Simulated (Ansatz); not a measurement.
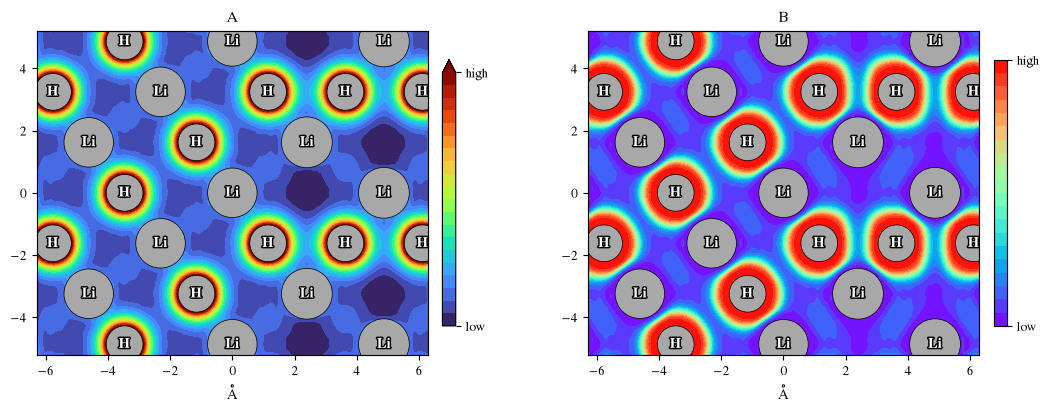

LiH: 2 fields on the (110) plane of the conventional cell, with unlabelled colour scales. Grey discs cover the atomic cores.

Space group P-3m1; a generated structure, not necessarily the stable one.

Theory: DFT PBE, scalar-relativistic, plane waves, PAW in Ansatz.

> The panels show electron localisation function and valence pseudo-density in some order. Assign them.

Panel A: valence pseudo-density. Panel B: electron localisation function. From the grid: Li–H (1.99 Å): ρ at the midpoint is about 0.13 e/Å³; the ELF climbs to about 1 towards the hydrogen (a hydride-like H with a filled shell, bound largely ionically). Li–H (2.04 Å): the density is about 0.12 e/Å³ at the midpoint; the ELF climbs to about 1 towards the hydrogen (an ionic contact to a hydride ion).
